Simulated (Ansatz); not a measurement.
## Run report: TiSi2, geometry relaxation (part 1 of 2)

System: TiSi2 (Cmcm, 6 atoms in the cell).
Method: DFT PBE, scalar-relativistic, plane waves, PAW, no spin polarisation (Ansatz 0.2.0).

The structure derives from a Materials Project entry. Figures and captions count atoms from 1; the log counts them from 0 in places.

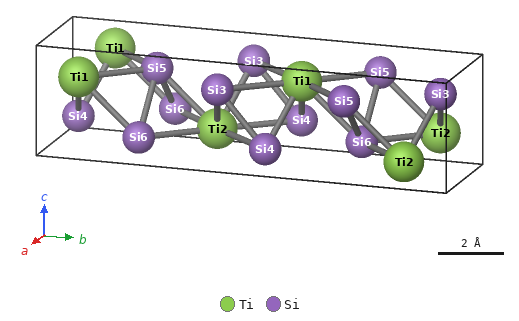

**Figure 1.** The starting structure (ball-and-stick view of the cell 2 times as large as that of the calculation, set on its symmetry axes, seen slightly off an axis; atoms are numbered from 1 in the order of the input). An atom can appear more than once, as a periodic image. Near neighbours in the periodic cell (some may lie outside the picture): Ti has 10 Si at 2.58 to 2.81 Å; Si has 2 Si at 2.38 Å and 6 Ti at 2.58 to 2.81 Å; Si has 4 Si at 2.51 Å and 4 Ti at 2.66 to 2.67 Å.

**Input**
```yaml
crystal:
  lattice:
    - [1.765105025, -6.759281535, 0.0]
    - [1.765105025, 6.759281535, 0.0]
    - [0.0, 0.0, 3.56517397]
  atoms:
    - { symbol: Ti, position: [0.89688192, 0.10311808, 0.75] }
    - { symbol: Ti, position: [0.10311808, 0.89688192, 0.25] }
    - { symbol: Si, position: [0.55825145, 0.44174855, 0.75] }
    - { symbol: Si, position: [0.44174855, 0.55825145, 0.25] }
    - { symbol: Si, position: [0.24968518, 0.75031482, 0.75] }
    - { symbol: Si, position: [0.75031482, 0.24968518, 0.25] }
basis:
  ecutwfc: 420
kpoints:
  mp_grid: { grid: [10, 10, 10] }
hamiltonian:
  xc: pbe
scf:
  occupations: { method: gaussian, width: 0.1 }
output:
  forces: true
  stress: true
  eigenvalues: true
  write_density: true
  write_potential: true
  elf: true
  volumetric_format: npy
relax:
  adjacent_minimum: "off"
  f_tol: 0.005
  max_steps: 80
  cell: { stress_tol: 0.05 }
```

Run on 4 threads of Arm Neoverse V1, 24 GiB of memory available, shared host.

Command:
```bash
ansatz run input.yaml --threads 4 --pin off --max-ram 10240MiB --backend cpu --events-out ev --progress --plain --runs-dir out
```

**What the program printed**
```
Engine: ansatz 0.2.0, aarch64-unknown-linux-gnu
Pseudopotentials: kind: paw
Pseudopotential: Ti, paw, valence charge 12, recommended cutoff 420 eV (normal), Ti.paw.azcp
Pseudopotential: Si, paw, valence charge 4, recommended cutoff 420 eV (normal), Si.paw.azcp
Functional definition: PBE
  parameter kappa = 0.804
  parameter beta = 0.06672455060314922
  exchange = pbe_x(kappa = kappa, mu = beta*pi^2/3)
  correlation = pbe_c(beta = beta)
Crystal: 6 atoms, lattice volume = 85.071 Å³
Basis set: ecut = 420 eV, 1669 PW (Γ), exchange–correlation on 96×96×48 points (8 copies of the dense FFT grid, shifted against one another)
Bands: 26, of which v1, the nominal top of the filled ones, is band 20 counted from 1 (19 counted from 0)
Symmetry: 8 space group operations
Space group: Cmcm (ITA 63), of the structure as read, at distance tolerance 4.4e-5 Å
k-points: 186 of 1000
Non-local potential: Ti, projectors of the file, l = 0: 3, l = 1: 2, l = 2: 3, l = 3: 1
Non-local potential: Si, projectors of the file, l = 0: 2, l = 1: 2, l = 2: 2
PAW form: soft (Blöchl's): semilocal exchange-correlation on the pseudo side does not see the compensation charge
PAW one-centre angular grid: Ti, 590 points (default); XC on 64 Gauss nodes
PAW one-centre angular grid: Si, 110 points (default); XC on 64 Gauss nodes
Initial density: superposition of atomic densities (neutral atoms: chi_scale 0, normalization atom), corrected by the library's trained network
Initial wavefunctions: pseudopotential atomic-orbital guess
Functional: x = pbe(κ = 0.804, μ = 0.2195149727645171), c = pbe(β = 0.06672455060314922)
SCF iter   1: F=—  HF=-7545.968839 eV  |F-HF|=—  |Δ(HF+E_count)|=         —  Δρ=5.84e-3  dr2=4.41e-2  ethr=1.77e-3  ⟨swp⟩=6.0  Hψ=23891  notcnv=0
preconditioner: auto → Kerker (q_TF=auto, 2.406 Å⁻¹)  [metal: Δε(μ)=0.016 eV  Ē_g=6.415 eV  σ=0.100 eV  W_gap=0.09  n_scr=18 (ndim 8)  ℏωp=19.7 eV  f_vac=0.000  D(μ)=1.48/eV (n_scr^D=4)]
SCF iter   2: F=—  HF=-7545.963970 eV  |F-HF|=—  |Δ(HF+E_count)|=   4.87e-3  Δρ=2.37e-3  dr2=7.59e-3  ethr=1.10e-4  ⟨swp⟩=1.3  Hψ=6422  notcnv=0  defer=2
SCF iter   3: F=—  HF=-7545.963388 eV  |F-HF|=—  |Δ(HF+E_count)|=   5.83e-4  Δρ=6.07e-4  dr2=6.30e-4  ethr=1.90e-5  ⟨swp⟩=2.0  Hψ=5281  notcnv=0  defer=3
SCF iter   4: F=—  HF=-7545.963332 eV  |F-HF|=—  |Δ(HF+E_count)|=   5.57e-5  Δρ=1.19e-4  dr2=2.60e-5  ethr=1.58e-6  ⟨swp⟩=2.1  Hψ=5610  notcnv=0  defer=3
SCF iter   5: F=—  HF=-7545.963413 eV  |F-HF|=—  |Δ(HF+E_count)|=   8.11e-5  Δρ=2.63e-5  dr2=9.25e-7  ethr=6.51e-8  ⟨swp⟩=2.0  Hψ=6199  notcnv=0  defer=3
SCF iter   6: F=-7545.963413 eV  HF=-7545.963413 eV  |F-HF|=1.67e-8  |Δ(HF+E_count)|=   1.10e-8  Δρ=5.20e-6  dr2=3.23e-8  ethr=2.50e-10  ⟨swp⟩=12.5  Hψ=33365  notcnv=0
SCF 1 converged in 6 iterations: F = -7545.963413 eV  dr2 = 3.23e-8
  greatest PAW one-centre occupation: 0.999 electrons in one spin orbital (limit 2), on the Ti atom at site 1 (counted from 0), in its partial waves of l = 0
relax step   1: F+E_penalty+E_count = -7545.96341323 eV  Δ(F+E_penalty+E_count) = +0.000e0 eV  max|allowed force component| = 1.775e-1 eV/Å  Δτ_max = 0.0000 Å  P = +1.848 GPa  Ω = 85.071 Å³  (6 SCF iters, dr2 threshold 1.00e-7 eV, accepted)
Crystal: 6 atoms, lattice volume = 86.069 Å³
Basis set: ecut = 420 eV, 1685 PW (Γ), exchange–correlation on 96×96×48 points (8 copies of the dense FFT grid, shifted against one another)
Initial density: handed on by an earlier stage of this run
Initial wavefunctions: those handed on with the density
iter 1 solved again at ethr=7.86e-6 eV; its pass at ethr=3.10e-3 eV (dr2=3.14e-3 eV) is discarded
SCF iter   1: F=—  HF=-7545.970792 eV  |F-HF|=—  |Δ(HF+E_count)|=         —  Δρ=8.39e-4  dr2=2.98e-3  ethr=7.86e-6  ⟨swp⟩=2.1  Hψ=24845  notcnv=0
preconditioner: auto → Kerker (q_TF=auto, 2.401 Å⁻¹)  [metal: Δε(μ)=0.014 eV  Ē_g=6.403 eV  σ=0.100 eV  W_gap=0.08  n_scr=18 (ndim 8)  ℏωp=19.6 eV  f_vac=0.000  D(μ)=1.43/eV (n_scr^D=2)]
SCF iter   2: F=—  HF=-7545.970474 eV  |F-HF|=—  |Δ(HF+E_count)|=   3.18e-4  Δρ=4.63e-4  dr2=1.07e-3  ethr=7.46e-6  ⟨swp⟩=1.1  Hψ=4851  notcnv=0
SCF iter   3: F=—  HF=-7545.970269 eV  |F-HF|=—  |Δ(HF+E_count)|=   2.06e-4  Δρ=1.17e-4  dr2=5.39e-5  ethr=2.68e-6  ⟨swp⟩=2.2  Hψ=6244  notcnv=0
SCF iter   4: F=—  HF=-7545.970359 eV  |F-HF|=—  |Δ(HF+E_count)|=   9.00e-5  Δρ=4.33e-5  dr2=2.23e-6  ethr=1.35e-7  ⟨swp⟩=2.0  Hψ=6230  notcnv=0
iter 5 did not close the SCF: its close was put off for the readings that it lacked (scf_convergence_deferred on its scf_iter line)
SCF iter   5: F=-7545.970358 eV  HF=-7545.970358 eV  |F-HF|=3.40e-8  |Δ(HF+E_count)|=   3.16e-7  Δρ=8.33e-6  dr2=6.87e-8  ethr=5.58e-9  ⟨swp⟩=2.1  Hψ=6663  notcnv=0
SCF iter   6: F=-7545.970358 eV  HF=-7545.970358 eV  |F-HF|=7.41e-9  |Δ(HF+E_count)|=   1.36e-8  Δρ=1.99e-6  dr2=9.20e-9  ethr=1.72e-10  ⟨swp⟩=5.3  Hψ=27143  notcnv=0
SCF 2 converged in 6 iterations: F = -7545.970358 eV  dr2 = 9.20e-9
relax step   2: F+E_penalty+E_count = -7545.97035818 eV  Δ(F+E_penalty+E_count) = -6.945e-3 eV  max|allowed force component| = 9.561e-2 eV/Å  Δτ_max = 0.0036 Å  P = +0.187 GPa  Ω = 86.069 Å³  energy of the carried Pulay correction = -1.613e-4 eV  (6 SCF iters, dr2 threshold 6.00e-7 eV, accepted)
Crystal: 6 atoms, lattice volume = 86.104 Å³
iter 1 solved again at ethr=5.54e-7 eV; its pass at ethr=3.10e-3 eV (dr2=2.22e-4 eV) is discarded
SCF iter   1: F=—  HF=-7545.971114 eV  |F-HF|=—  |Δ(HF+E_count)|=         —  Δρ=4.30e-4  dr2=2.48e-4  ethr=5.54e-7  ⟨swp⟩=2.0  Hψ=24212  notcnv=0
preconditioner: auto → Kerker (q_TF=auto, 2.401 Å⁻¹)  [metal: Δε(μ)=0.013 eV  Ē_g=6.390 eV  σ=0.100 eV  W_gap=0.08  n_scr=18 (ndim 8)  ℏωp=19.6 eV  f_vac=0.000  D(μ)=1.48/eV (n_scr^D=4)]
SCF iter   2: F=—  HF=-7545.971183 eV  |F-HF|=—  |Δ(HF+E_count)|=   6.94e-5  Δρ=1.99e-4  dr2=4.71e-5  ethr=5.54e-7  ⟨swp⟩=2.0  Hψ=5653  notcnv=0
SCF iter   3: F=—  HF=-7545.971172 eV  |F-HF|=—  |Δ(HF+E_count)|=   1.18e-5  Δρ=5.47e-5  dr2=3.70e-6  ethr=1.18e-7  ⟨swp⟩=2.2  Hψ=6526  notcnv=0
iter 4 did not close the SCF: its close was put off for the readings that it lacked (scf_convergence_deferred on its scf_iter line)
SCF iter   4: F=-7545.971171 eV  HF=-7545.971171 eV  |F-HF|=7.00e-8  |Δ(HF+E_count)|=   8.65e-7  Δρ=1.15e-5  dr2=1.24e-7  ethr=9.26e-9  ⟨swp⟩=2.0  Hψ=6880  notcnv=0
iter 5 did not close the SCF: its close was put off for the readings that it lacked (scf_convergence_deferred on its scf_iter line)
SCF iter   5: F=-7545.971171 eV  HF=-7545.971171 eV  |F-HF|=3.26e-9  |Δ(HF+E_count)|=   2.69e-8  Δρ=2.39e-6  dr2=6.13e-9  ethr=3.09e-10  ⟨swp⟩=2.5  Hψ=7432  notcnv=0
SCF iter   6: F=-7545.971171 eV  HF=-7545.971171 eV  |F-HF|=2.04e-10  |Δ(HF+E_count)|=  5.33e-10  Δρ=5.40e-7  dr2=2.79e-10  ethr=1.53e-11  ⟨swp⟩=4.6  Hψ=24807  notcnv=0
the search or the solves at the SCF's close seem to have found levels that the self-consistency loop had missed (the run counts 1). By its estimate they hold under 1e-12 electrons; where the run keeps them, the occupations were computed again with them
SCF 3 converged in 6 iterations: F = -7545.971171 eV  dr2 = 2.79e-10
relax step   3: F+E_penalty+E_count = -7545.97117072 eV  Δ(F+E_penalty+E_count) = -8.125e-4 eV  max|allowed force component| = 1.767e-2 eV/Å  Δτ_max = 0.0070 Å  P = -0.019 GPa  Ω = 86.104 Å³  energy of the carried Pulay correction = -1.669e-4 eV  (6 SCF iters, dr2 threshold 5.71e-7 eV, accepted)
Crystal: 6 atoms, lattice volume = 86.103 Å³
iter 1 solved again at ethr=4.91e-8 eV; its pass at ethr=3.10e-3 eV (dr2=1.97e-5 eV) is discarded
SCF iter   1: F=—  HF=-7545.971124 eV  |F-HF|=—  |Δ(HF+E_count)|=         —  Δρ=1.37e-4  dr2=2.28e-5  ethr=4.91e-8  ⟨swp⟩=2.2  Hψ=24261  notcnv=0
preconditioner: auto → Kerker (q_TF=auto, 2.401 Å⁻¹)  [metal: Δε(μ)=0.018 eV  Ē_g=6.393 eV  σ=0.100 eV  W_gap=0.10  n_scr=18 (ndim 8)  ℏωp=19.6 eV  f_vac=0.000  D(μ)=1.48/eV (n_scr^D=4)]
SCF iter   2: F=—  HF=-7545.971226 eV  |F-HF|=—  |Δ(HF+E_count)|=   1.03e-4  Δρ=8.06e-5  dr2=8.43e-6  ethr=4.91e-8  ⟨swp⟩=1.0  Hψ=4841  notcnv=0
SCF iter   3: F=—  HF=-7545.971224 eV  |F-HF|=—  |Δ(HF+E_count)|=   2.89e-6  Δρ=9.68e-6  dr2=1.16e-7  ethr=2.11e-8  ⟨swp⟩=2.0  Hψ=6795  notcnv=0
iter 4 did not close the SCF: its close was put off for the readings that it lacked (scf_convergence_deferred on its scf_iter line)
SCF iter   4: F=-7545.971224 eV  HF=-7545.971224 eV  |F-HF|=9.53e-10  |Δ(HF+E_count)|=   3.11e-8  Δρ=2.89e-6  dr2=5.30e-9  ethr=2.89e-10  ⟨swp⟩=2.0  Hψ=7032  notcnv=0
iter 5 did not close the SCF: its close was put off for the readings that it lacked (scf_convergence_deferred on its scf_iter line)
SCF iter   5: F=-7545.971224 eV  HF=-7545.971224 eV  |F-HF|=4.53e-10  |Δ(HF+E_count)|=  2.40e-10  Δρ=7.14e-7  dr2=5.25e-10  ethr=1.32e-11  ⟨swp⟩=2.9  Hψ=8279  notcnv=0
SCF iter   6: F=-7545.971224 eV  HF=-7545.971224 eV  |F-HF|=1.27e-11  |Δ(HF+E_count)|=  1.04e-10  Δρ=1.52e-7  dr2=2.34e-11  ethr=1.31e-12  ⟨swp⟩=4.0  Hψ=23335  notcnv=0
SCF 4 converged in 6 iterations: F = -7545.971224 eV  dr2 = 2.34e-11
relax step   4: F+E_penalty+E_count = -7545.97122352 eV  Δ(F+E_penalty+E_count) = -5.280e-5 eV  max|allowed force component| = 8.402e-4 eV/Å  Δτ_max = 0.0017 Å  P = -0.014 GPa  Ω = 86.103 Å³  energy of the carried Pulay correction = -1.668e-4 eV  (6 SCF iters, accepted)
Crystal: 6 atoms, lattice volume = 86.095 Å³
iter 1 solved again at ethr=3.48e-9 eV; its pass at ethr=3.10e-3 eV (dr2=1.39e-6 eV) is discarded
SCF iter   1: F=—  HF=-7545.971122 eV  |F-HF|=—  |Δ(HF+E_count)|=         —  Δρ=3.78e-5  dr2=1.67e-6  ethr=3.48e-9  ⟨swp⟩=2.4  Hψ=24358  notcnv=0
preconditioner: auto → Kerker (q_TF=auto, 2.401 Å⁻¹)  [metal: Δε(μ)=0.017 eV  Ē_g=6.394 eV  σ=0.100 eV  W_gap=0.09  n_scr=18 (ndim 8)  ℏωp=19.6 eV  f_vac=0.000  D(μ)=1.48/eV (n_scr^D=4)]
SCF iter   2: F=—  HF=-7545.971230 eV  |F-HF|=—  |Δ(HF+E_count)|=   1.08e-4  Δρ=2.21e-5  dr2=6.15e-7  ethr=3.48e-9  ⟨swp⟩=2.5  Hψ=7027  notcnv=0
SCF iter   3: F=—  HF=-7545.971230 eV  |F-HF|=—  |Δ(HF+E_count)|=   2.15e-7  Δρ=3.69e-6  dr2=1.76e-8  ethr=1.54e-9  ⟨swp⟩=2.0  Hψ=6950  notcnv=0
iter 4 did not close the SCF: its close was put off for the readings that it lacked (scf_convergence_deferred on its scf_iter line)
SCF iter   4: F=-7545.971230 eV  HF=-7545.971230 eV  |F-HF|=5.73e-11  |Δ(HF+E_count)|=   4.04e-9  Δρ=1.30e-6  dr2=9.66e-10  ethr=4.40e-11  ⟨swp⟩=2.3  Hψ=6962  notcnv=0
iter 5 did not close the SCF: its close was put off for the readings that it lacked (scf_convergence_deferred on its scf_iter line)
SCF iter   5: F=-7545.971230 eV  HF=-7545.971230 eV  |F-HF|=2.27e-11  |Δ(HF+E_count)|=  9.19e-11  Δρ=2.93e-7  dr2=7.20e-11  ethr=2.41e-12  ⟨swp⟩=2.5  Hψ=7828  notcnv=0
SCF iter   6: F=-7545.971230 eV  HF=-7545.971230 eV  |F-HF|=1.82e-12  |Δ(HF+E_count)|=  1.00e-11  Δρ=4.22e-8  dr2=1.33e-12  ethr=1.00e-12  ⟨swp⟩=4.0  Hψ=20059  notcnv=0
SCF 5 converged in 6 iterations: F = -7545.971230 eV  dr2 = 1.33e-12
relax step   5: F+E_penalty+E_count = -7545.97122983 eV  Δ(F+E_penalty+E_count) = -6.315e-6 eV  max|allowed force component| = 7.268e-4 eV/Å  Δτ_max = 0.0002 Å  P = -0.000 GPa  Ω = 86.095 Å³  energy of the carried Pulay correction = -1.654e-4 eV  (6 SCF iters, accepted)
Initial wavefunctions: pseudopotential atomic-orbital guess (no wavefunctions were taken with the density)
iter 1 solved again at ethr=5.31e-8 eV; its pass at ethr=3.10e-3 eV (dr2=2.12e-5 eV) is discarded
SCF iter   1: F=—  HF=-7545.971271 eV  |F-HF|=—  |Δ(HF+E_count)|=         —  Δρ=8.85e-5  dr2=1.48e-7  ethr=5.31e-8  ⟨swp⟩=3.2  Hψ=36119  notcnv=0
preconditioner: auto → Kerker (q_TF=auto, 2.401 Å⁻¹)  [metal: Δε(μ)=0.010 eV  Ē_g=6.393 eV  σ=0.100 eV  W_gap=0.06  n_scr=18 (ndim 8)  ℏωp=19.6 eV  f_vac=0.000  D(μ)=1.48/eV (n_scr^D=4)]
SCF iter   2: F=—  HF=-7545.971392 eV  |F-HF|=—  |Δ(HF+E_count)|=   1.22e-4  Δρ=4.49e-5  dr2=3.81e-8  ethr=3.69e-10  ⟨swp⟩=2.0  Hψ=7771  notcnv=0
SCF iter   3: F=—  HF=-7545.971397 eV  |F-HF|=—  |Δ(HF+E_count)|=   4.40e-6  Δρ=1.41e-6  dr2=5.73e-10  ethr=9.53e-11  ⟨swp⟩=1.0  Hψ=4836  notcnv=0
iter 4 did not close the SCF: its close was put off for the readings that it lacked (scf_convergence_deferred on its scf_iter line)
SCF iter   4: F=-7545.971397 eV  HF=-7545.971397 eV  |F-HF|=3.73e-11  |Δ(HF+E_count)|=   2.69e-9  Δρ=3.38e-7  dr2=3.09e-11  ethr=1.43e-12  ⟨swp⟩=2.1  Hψ=6137  notcnv=0
iter 5 did not close the SCF: its close was put off for the readings that it lacked (scf_convergence_deferred on its scf_iter line)
SCF iter   5: F=-7545.971397 eV  HF=-7545.971397 eV  |F-HF|=2.73e-12  |Δ(HF+E_count)|=  3.55e-11  Δρ=1.60e-7  dr2=9.99e-12  ethr=1.00e-12  ⟨swp⟩=1.0  Hψ=4836  notcnv=0
iter 6 did not close the SCF: its close was put off for the readings that it lacked (scf_convergence_deferred on its scf_iter line)
SCF iter   6: F=-7545.971397 eV  HF=-7545.971397 eV  |F-HF|=3.64e-12  |Δ(HF+E_count)|=  3.64e-12  Δρ=1.60e-8  dr2=2.72e-13  ethr=1.00e-12  ⟨swp⟩=1.0  Hψ=4836  notcnv=0
iter 7 did not close the SCF: its close was put off for the readings that it lacked (scf_convergence_deferred on its scf_iter line)
SCF iter   7: F=-7545.971397 eV  HF=-7545.971397 eV  |F-HF|=1.82e-12  |Δ(HF+E_count)|=  3.64e-12  Δρ=3.04e-9  dr2=1.08e-14  ethr=1.00e-12  ⟨swp⟩=1.0  Hψ=4836  notcnv=0
SCF iter   8: F=-7545.971397 eV  HF=-7545.971397 eV  |F-HF|=0.00e0  |Δ(HF+E_count)|=  9.09e-13  Δρ=8.60e-10  dr2=6.27e-16  ethr=1.00e-12  ⟨swp⟩=2.4  Hψ=13523  notcnv=0
SCF 6 converged in 8 iterations: F = -7545.971397 eV  dr2 = 6.27e-16
relax step   6: F+E_penalty+E_count = -7545.97139667 eV  Δ(F+E_penalty+E_count) = -1.668e-4 eV  max|allowed force component| = 7.984e-4 eV/Å  Δτ_max = 0.0000 Å  P = +0.001 GPa  Ω = 86.095 Å³  stress off target by 1.19e-2 GPa  SCF on the basis re-selected at this cell (its energy is not comparable with the rows above)  (8 SCF iters)
```
